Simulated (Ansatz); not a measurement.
System: Fe, space group Fm-3m (No. 225) (one of a set of cubic test structures, which need not be the stable phase).

One of the inputs:
```
crystal:
  lattice:
    - [0.0, 1.725045017379, 1.725045017379]
    - [1.725045017379, 0.0, 1.725045017379]
    - [1.725045017379, 1.725045017379, 0.0]
  atoms:
    - { symbol: Fe, position: [0, 0, 0] }
kpoints:
  mp_grid: { grid: [27, 27, 27] }
hamiltonian:
  xc: pbe
  pseudopotentials:
    kind: paw
    azcp:
      Fe: "pseudopotentials/pbe/paw/ansatz_paw_generated_hard_1/Fe.paw.azcp"
scf:
  occupations: { method: fermi_dirac, width: 0.061225619053 }
  convergence: { dr2_threshold: "1e-9 eV" }
  max_iter: 300
output:
  forces: true
  stress: true
```

Launched with:
```bash
ansatz run input.yaml --threads 1
```

Computed with Ansatz 0.2.0 development build: equation of state of a cubic crystal from periodic Kohn-Sham density functional theory without spin, third-order Birch-Murnaghan fit to the free energies; pressure corrected for the finite basis. Level: PBE.

structure type fcc; atoms in cell 1; space group number 225; lattice centring face-centred primitive; k mesh 27×27×27; occupation method Fermi–Dirac; occupation width 0.06123 eV; wave cutoff 700 eV; datasets hard PAW; density tolerance 1e−09 eV; bands 12; density cutoff ratio 4; search for lower states default.

What does the calculation give for the energy above the lowest point and pressure against volume? The volume takes the values 9.65, 9.86, 10.06, 10.27, 10.47, 10.68, 10.88 Å³/atom.

A third-order Birch–Murnaghan fit gives V0 = 10.26 Å³/atom, B0 = 285 GPa and B′ = 4.6. The energy above the lowest point is 35.9 meV/atom at volume 9.65 Å³/atom and 30.3 meV/atom at 10.88 Å³/atom; the lowest computed point is at volume 10.27 Å³/atom (0.0 meV/atom). The pressure falls from 20.1 GPa at volume 9.65 Å³/atom to −14.7 GPa at 10.88 Å³/atom, and changes sign near 10.26 Å³/atom.

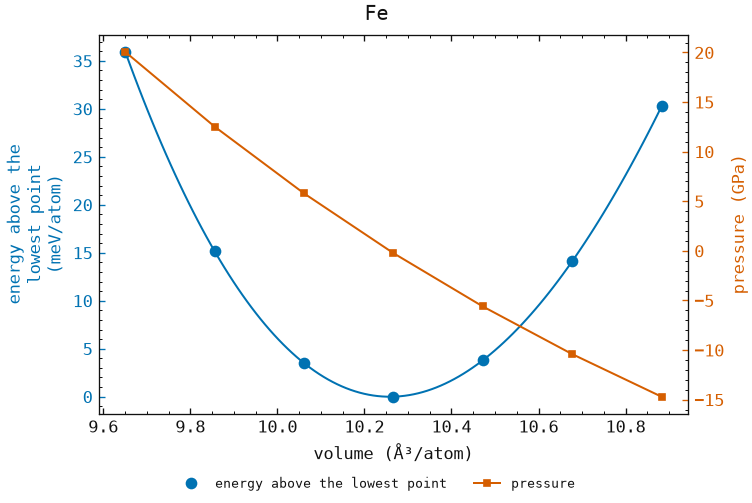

Caveats: cubic model structure, not the ambient form; known magnet treated without spin, far from its ground state; modest k-mesh, values are not fully converged in k.
